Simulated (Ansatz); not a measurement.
SiO2

The calculation's input:

```
crystal:
  lattice:
    - [0.0, 3.7303723276, 3.7303723276]
    - [3.7303723276, 0.0, 3.7303723276]
    - [3.7303723276, 3.7303723276, 0.0]
  atoms:
    - { symbol: Si, position: [0.5, 0.5, 0.5] }
    - { symbol: Si, position: [0.75, 0.75, 0.75] }
    - { symbol: O, position: [0.625, 0.625, 0.625] }
    - { symbol: O, position: [0.125, 0.625, 0.625] }
    - { symbol: O, position: [0.625, 0.625, 0.125] }
    - { symbol: O, position: [0.625, 0.125, 0.625] }
basis:
  ecutwfc: 420
kpoints:
  mp_grid: { grid: [6, 6, 6] }
hamiltonian:
  xc: lda
scf:
  occupations: { method: gaussian, width: 0.02 }
output:
  forces: true
  stress: true
  eigenvalues: true
  write_density: true
  write_potential: true
  elf: true
  volumetric_format: npy
relax:
  adjacent_minimum: "off"
  f_tol: 0.005
  max_steps: 50
  cell: { stress_tol: 0.05 }
```

Command:

```sh
ansatz run input.yaml --threads 1 --pin off --max-ram 2560MiB --backend cpu --events-out ev --progress --plain --runs-dir out
```

Below, planes, directions and counts refer to the conventional cell (a = 7.38 Å, b = 7.38 Å, c = 7.38 Å, α = 90.00°, β = 90.00°, γ = 90.00°).

The fields are those of the relaxed geometry.

Space group Fd-3m.

Level of theory: Ansatz 0.2.0, DFT LDA, scalar-relativistic, plane waves, PAW.

The density is the valence pseudo-density of a PAW calculation; it isn't the true density close to the nuclei.

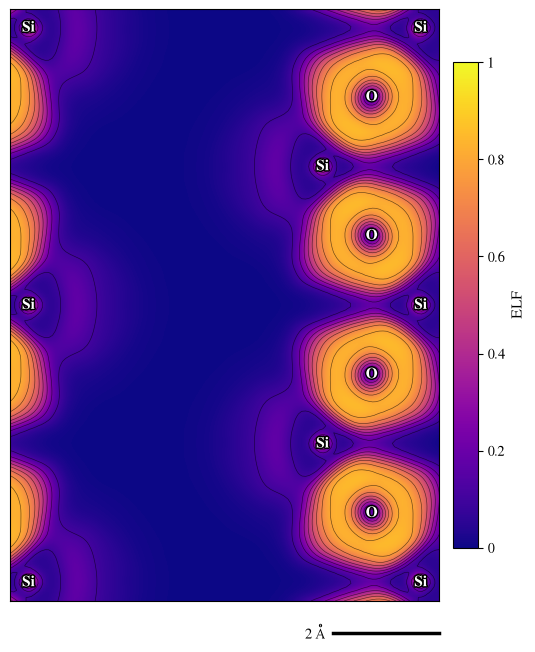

Figure 1. Electron localisation function on the (110) plane of the conventional cell.

Read the bonding off the picture.

- Atoms in the plane: Si and O.
- Si–O (1.60 Å): the ELF peaks at about 0.85 between the atoms: a shared but strongly polarised pair.
- The ELF also peaks beside O, away from the bonds: lone-pair regions.

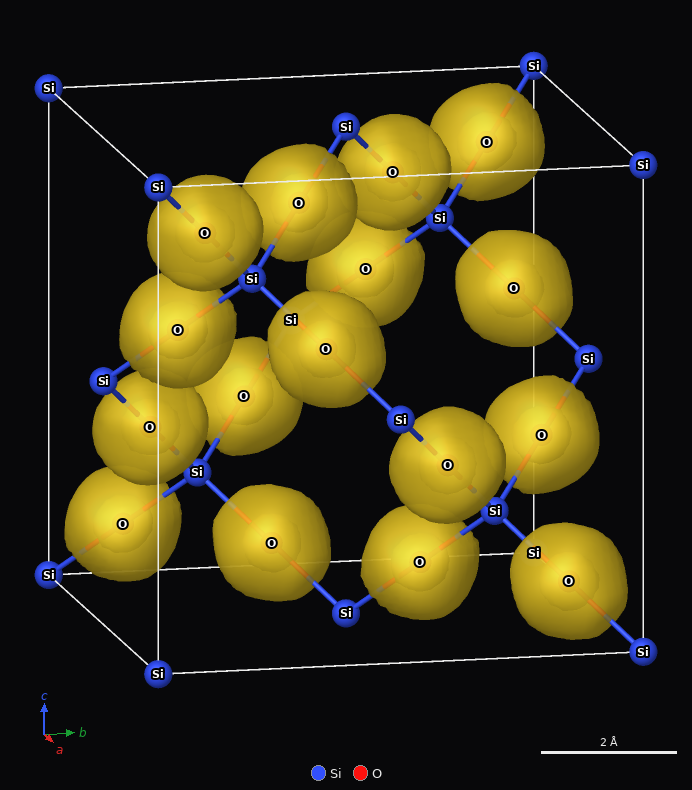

Figure 2. Isosurface of the electron localisation function at 0.75 (yellow), seen slightly off an axis. Core shells and regions of very low density are left out. Sticks mark near contacts.

Where are the electrons localised?

At this value the surface marks out 16 regions on O in which the atom's valence shell and bonds are merged, counted in one cell of 24 atoms. Regions shared between cells count once.

Metal or insulator at this level of theory?

It is gapped, with a Kohn–Sham gap of 5.3 eV on the k-point mesh (the band edges may lie off the mesh, which would make the gap smaller).
